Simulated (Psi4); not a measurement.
Single-point calculation, with input and output: CHF3 (part 2 of 2)

Continued. System: CHF3, SMILES FC(F)F. Method: DLPNO-MP2/def2-TZVP, RHF (Psi4 1.11). The geometry comes from this level: PBE0-D4/def2-TZVP.

Geometry of the input (Å):
```
F  -0.6686  -0.3297  1.0792
C  0.0195  0.0564  0.0068
F  1.0474  -0.7738  -0.1575
F  -0.7726  -0.0351  -1.0594
H  0.3744  1.0822  0.1309
```

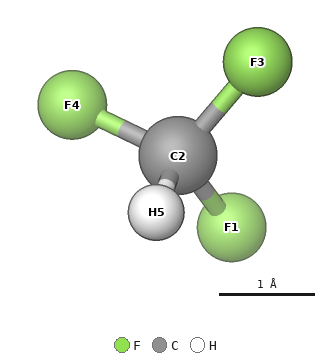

*The structure (ball-and-stick view, seen at a tilt; atoms are numbered from 1 in the order of the input).*

Log, continued:
```
    @Boys   47   6.8418054963912738E+01   5.393615E-06
    @Boys   48   6.8418419065972387E+01   5.321725E-06
    @Boys   49   6.8418946921988521E+01   7.715116E-06
    @Boys   50   6.8419383368895424E+01   6.379036E-06
    @Boys   51   6.8419988459247705E+01   8.843844E-06
    @Boys   52   6.8420494512642151E+01   7.396280E-06
    @Boys   53   6.8421131809416636E+01   9.314413E-06
    @Boys   54   6.8421690752808132E+01   8.169163E-06
    @Boys   55   6.8422221999014440E+01   7.764295E-06
    @Boys   56   6.8422889767185751E+01   9.759522E-06
    @Boys   57   6.8423447598958077E+01   8.152707E-06
    @Boys   58   6.8424245397336719E+01   1.165972E-05
    @Boys   59   6.8424894919759197E+01   9.492577E-06
    @Boys   60   6.8425639161817116E+01   1.087677E-05
    @Boys   61   6.8426413019905823E+01   1.130948E-05
    @Boys   62   6.8427070855416034E+01   9.613766E-06
    @Boys   63   6.8427619764095695E+01   8.021806E-06
    @Boys   64   6.8428032145311832E+01   6.026532E-06
    @Boys   65   6.8428670410310716E+01   9.327537E-06
    @Boys   66   6.8429112805472442E+01   6.465056E-06
    @Boys   67   6.8429574428561409E+01   6.746004E-06
    @Boys   68   6.8429866664275551E+01   4.270605E-06
    @Boys   69   6.8430163478979281E+01   4.337502E-06
    @Boys   70   6.8430464621511234E+01   4.400728E-06
    @Boys   71   6.8430755222827599E+01   4.246666E-06
    @Boys   72   6.8430990561163966E+01   3.439073E-06
    @Boys   73   6.8431143148433620E+01   2.229798E-06
    @Boys   74   6.8431318808778229E+01   2.566965E-06
    @Boys   75   6.8431501050692134E+01   2.663136E-06
    @Boys   76   6.8431656311488084E+01   2.268850E-06
    @Boys   77   6.8431761126503517E+01   1.531674E-06
    @Boys   78   6.8431866551384786E+01   1.540584E-06
    @Boys   79   6.8431935757641455E+01   1.011316E-06
    @Boys   80   6.8432002177495477E+01   9.705973E-07
    @Boys   81   6.8432060161675636E+01   8.473255E-07
    @Boys   82   6.8432138525602113E+01   1.145135E-06
    @Boys   83   6.8432187737071843E+01   7.191280E-07
    @Boys   84   6.8432240613052869E+01   7.726771E-07
    @Boys   85   6.8432288420500498E+01   6.986100E-07
    @Boys   86   6.8432319556237417E+01   4.549861E-07
    @Boys   87   6.8432352192495244E+01   4.769129E-07
    @Boys   88   6.8432377655440206E+01   3.720893E-07
    @Boys   89   6.8432390181176615E+01   1.830382E-07
    @Boys   90   6.8432406650509520E+01   2.406658E-07
    @Boys   91   6.8432419727104190E+01   1.910878E-07
    @Boys   92   6.8432432707271843E+01   1.896786E-07
    @Boys   93   6.8432443820833399E+01   1.624020E-07
    @Boys   94   6.8432450974344334E+01   1.045339E-07
    @Boys   95   6.8432456410084171E+01   7.943220E-08
    @Boys   96   6.8432462186911010E+01   8.441648E-08
    @Boys   97   6.8432468060345784E+01   8.582820E-08
    @Boys   98   6.8432473000985937E+01   7.219731E-08
    @Boys   99   6.8432476958546999E+01   5.783162E-08
    @Boys  100   6.8432480276375372E+01   4.848324E-08
    @Boys  101   6.8432482310004431E+01   2.971731E-08
    @Boys  102   6.8432484521941532E+01   3.232291E-08
    @Boys  103   6.8432486500729610E+01   2.891592E-08
    @Boys  104   6.8432488226113335E+01   2.521293E-08
    @Boys  105   6.8432489420673434E+01   1.745604E-08
    @Boys  106   6.8432490572554656E+01   1.683237E-08
    @Boys  107   6.8432491198451700E+01   9.146197E-09
    @Boys  108   6.8432492021609349E+01   1.202875E-08
    @Boys  109   6.8432492660815129E+01   9.340677E-09
    @Boys  110   6.8432493250715027E+01   8.620173E-09
    @Boys  111   6.8432493674864290E+01   6.198068E-09
    @Boys  112   6.8432494033696855E+01   5.243599E-09
    @Boys  113   6.8432494403692871E+01   5.406730E-09
    @Boys  114   6.8432494667861064E+01   3.860274E-09
    @Boys  115   6.8432494836530594E+01   2.464758E-09
    @Boys  116   6.8432495043120738E+01   3.018890E-09
    @Boys  117   6.8432495228242942E+01   2.705180E-09
    @Boys  118   6.8432495349823228E+01   1.776646E-09
    @Boys  119   6.8432495437716923E+01   1.284385E-09
    @Boys  120   6.8432495507441303E+01   1.018878E-09
    @Boys  121   6.8432495564275214E+01   8.305106E-10
    @Boys  122   6.8432495645850821E+01   1.192060E-09
    @Boys  123   6.8432495693491219E+01   6.961663E-10
    @Boys  124   6.8432495747894890E+01   7.949976E-10
    @Boys  125   6.8432495781856559E+01   4.962799E-10
    @Boys  126   6.8432495810330437E+01   4.160871E-10
    @Boys  127   6.8432495842902583E+01   4.759748E-10
    @Boys  128   6.8432495864321851E+01   3.129985E-10
    @Boys  129   6.8432495889754534E+01   3.716463E-10
    @Boys  130   6.8432495903631207E+01   2.027790E-10
    @Boys  131   6.8432495920647767E+01   2.486620E-10
    @Boys  132   6.8432495936493751E+01   2.315564E-10
    @Boys  133   6.8432495945541433E+01   1.322132E-10
    @Boys  134   6.8432495953772857E+01   1.202853E-10
    @Boys  135   6.8432495966150498E+01   1.808737E-10
    @Boys  136   6.8432495972807772E+01   9.728235E-11
    @Boys  137   6.8432495980080773E+01   1.062799E-10
    @Boys  138   6.8432495984338573E+01   6.221897E-11
    @Boys  139   6.8432495989360746E+01   7.338871E-11
    @Boys  140   6.8432495992704887E+01   4.886773E-11
    @Boys  141   6.8432495997751801E+01   7.375025E-11
    @Boys  142   6.8432496001074185E+01   4.854980E-11
    @Boys  143   6.8432496003621964E+01   3.723054E-11
    @Boys  144   6.8432496006074985E+01   3.584585E-11
    @Boys  145   6.8432496008470963E+01   3.501229E-11
    @Boys  146   6.8432496010114619E+01   2.401865E-11
    @Boys  147   6.8432496011288521E+01   1.715416E-11
    @Boys  148   6.8432496012533832E+01   1.819766E-11
    @Boys  149   6.8432496013570955E+01   1.515541E-11
    @Boys  150   6.8432496014515294E+01   1.379958E-11
    @Boys  151   6.8432496015118147E+01   8.809453E-12
    @Boys  152   6.8432496015665677E+01   8.001024E-12
    @Boys  153   6.8432496016241188E+01   8.409911E-12
    @Boys  154   6.8432496016620192E+01   5.538356E-12
    @Boys  155   6.8432496016977623E+01   5.223124E-12
    @Boys  156   6.8432496017218412E+01   3.518631E-12
    @Boys  157   6.8432496017497797E+01   4.082642E-12
    @Boys  158   6.8432496017718861E+01   3.230396E-12
    @Boys  159   6.8432496017858696E+01   2.043398E-12
    @Boys  160   6.8432496018020885E+01   2.370051E-12
    @Boys  161   6.8432496018134771E+01   1.664206E-12
    @Boys  162   6.8432496018216000E+01   1.186998E-12
    @Boys  163   6.8432496018288731E+01   1.062816E-12
    @Boys  164   6.8432496018372845E+01   1.229154E-12
    @Boys  165   6.8432496018437362E+01   9.427872E-13

    Boys Localizer converged.

  ==> Forming Local MO Domains <==

    Auxiliary BFs per Local MO:
      Average =  270 AUX BFs (3 atoms)
      Min     =  228 AUX BFs (3 atoms)
      Max     =  319 AUX BFs (5 atoms)

    Projected AOs per Local MO:
      Average =  130 PAOs (5 atoms)
      Min     =  130 PAOs (5 atoms)
      Max     =  130 PAOs (5 atoms)

    Local MOs per Local MO:
      Average =   13 LMOs
      Min     =   13 LMOs
      Max     =   13 LMOs

    Screened 0 of 169 LMO pairs (0.00 %)
             0 pairs met overlap criteria
             13 pairs met energy criteria

    Screened LMO pair energy =  0.000000000000

  ==> Merging LMO Domains into LMO Pair Domains <==

    Auxiliary BFs per Local MO pair:
      Average =  307 AUX BFs (4 atoms)
      Min     =  228 AUX BFs (3 atoms)
      Max     =  319 AUX BFs (5 atoms)

    Local MOs per Local MO pair:
      Average =   13 LMOs
      Min     =   13 LMOs
      Max     =   13 LMOs

    Projected AOs per Local MO pair:
      Average =  130 PAOs (5 atoms)
      Min     =  130 PAOs (5 atoms)
      Max     =  130 PAOs (5 atoms)

    Coefficient sparsity in AO -> LMO transform:   0.00 %
    Coefficient sparsity in AO -> PAO transform:   0.00 %
    Coefficient sparsity in combined transforms:   0.00 %

    Storing transformed LMO/PAO integrals in sparse format.
    Required memory: 0.004 GiB (0.00 % reduction from dense format)

  ==> Transforming 3-Index Integrals to LMO/PAO basis <==

  ==> Forming Pair Natural Orbitals <==

    Natural Orbitals per Local MO pair:
      Avg:  49 NOs
      Min:  13 NOs
      Max:  86 NOs

    PNO truncation energy = -0.000493437034

  ==> Local MP2 <==

    E_CONVERGENCE = 1.00e-06
    R_CONVERGENCE = 1.00e-06

                     Corr. Energy    Delta E     Max R
  @LMP2 iter   0:  -0.893184605597 -8.932e-01  7.003e-04
  @LMP2 iter   1:  -0.902273868486 -9.089e-03  2.079e-04
  @LMP2 iter   2:  -0.902638202755 -3.643e-04  4.235e-05
  @LMP2 iter   3:  -0.902666275496 -2.807e-05  7.175e-06
  @LMP2 iter   4:  -0.902666899990 -6.245e-07  7.856e-07

  Total DLPNO-MP2 Correlation Energy:  -0.903160337024
    MP2 Correlation Energy:            -0.902666899990
    LMO Truncation Correction:          0.000000000000
    PNO Truncation Correction:         -0.000493437034

	total time  =          2 seconds =       0.03 minutes

  Variable Map:
  ----------------------------------------------------------------------------
  "CURRENT CORRELATION ENERGY"           =>      -0.903160337024
  "CURRENT ENERGY"                       =>    -337.828468118747
  "CURRENT REFERENCE ENERGY"             =>    -336.925307781723
  "CUSTOM SCS-MP2 CORRELATION ENERGY"    =>      -0.878607164751
  "CUSTOM SCS-MP2 TOTAL ENERGY"          =>    -337.803914946474
  "DD SOLVATION ENERGY"                  =>       0.000000000000
  "HF KINETIC ENERGY"                    =>     336.675370776081
  "HF POTENTIAL ENERGY"                  =>    -673.600678557803
  "HF TOTAL ENERGY"                      =>    -336.925307781723
  "HF VIRIAL RATIO"                      =>       2.000742367952
  "MP2 CORRELATION ENERGY"               =>      -0.903160337024
  "MP2 DOUBLES ENERGY"                   =>      -0.903160337024
  "MP2 OPPOSITE-SPIN CORRELATION ENERGY" =>      -0.666369299556
  "MP2 SAME-SPIN CORRELATION ENERGY"     =>      -0.236892015852
  "MP2 SINGLES ENERGY"                   =>       0.000000000000
  "MP2 TOTAL ENERGY"                     =>    -337.828468118747
  "NUCLEAR REPULSION ENERGY"             =>     133.952934405461
  "ONE-ELECTRON ENERGY"                  =>    -735.612398604550
  "PCM POLARIZATION ENERGY"              =>       0.000000000000
  "PE ENERGY"                            =>       0.000000000000
  "SCF ITERATION ENERGY"                 =>    -336.925307781723
  "SCF ITERATIONS"                       =>      10.000000000000
  "SCF TOTAL ENERGY"                     =>    -336.925307781723
  "SCS-MP2 CORRELATION ENERGY"           =>      -0.878607164751
  "SCS-MP2 TOTAL ENERGY"                 =>    -337.803914946474
  "TWO-ELECTRON ENERGY"                  =>     264.734156417367

  Array Variable Map:
  ----------------------------------------------------------------------------
  "CURRENT DIPOLE"                       =>       0.231357125444 ... 0.080901732021 1 by 3
  "SCF DIPOLE"                           =>       0.231357125444 ... 0.080901732021 1 by 3
  "SCF TOTAL ENERGIES"                   =>    -336.336607387791 ... -336.925307781723 1 by 11

    Psi4 run time: 0:00:05.26
```

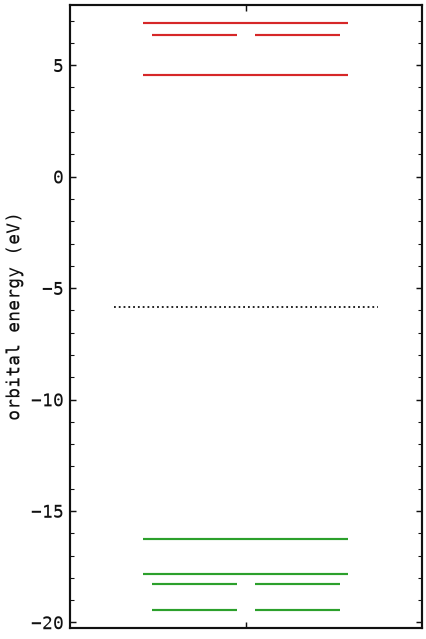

*Orbital energies near the frontier (SCF reference); the dotted line parts filled from empty levels, and levels within 0.02 eV of each other stand side by side.*

Highest filled −16.24 eV, lowest empty 4.55 eV, 20.79 eV apart.

Summary:

```json
{"quantity": "outcome", "value": "converged"}
{"quantity": "total energy", "value": "−337.828468 hartree"}
{"quantity": "SCF energy", "value": "−336.925308 hartree"}
{"quantity": "MP2 energy", "value": "−337.828468 hartree"}
{"quantity": "correlation energy", "value": "−0.903160 hartree"}
{"quantity": "basis functions", "value": "130"}
{"quantity": "HOMO of the SCF reference", "value": "−16.24 eV"}
{"quantity": "LUMO of the SCF reference", "value": "4.55 eV"}
{"quantity": "wall time", "value": "7.8 s"}
{"quantity": "peak memory", "value": "0.33 GiB"}
```
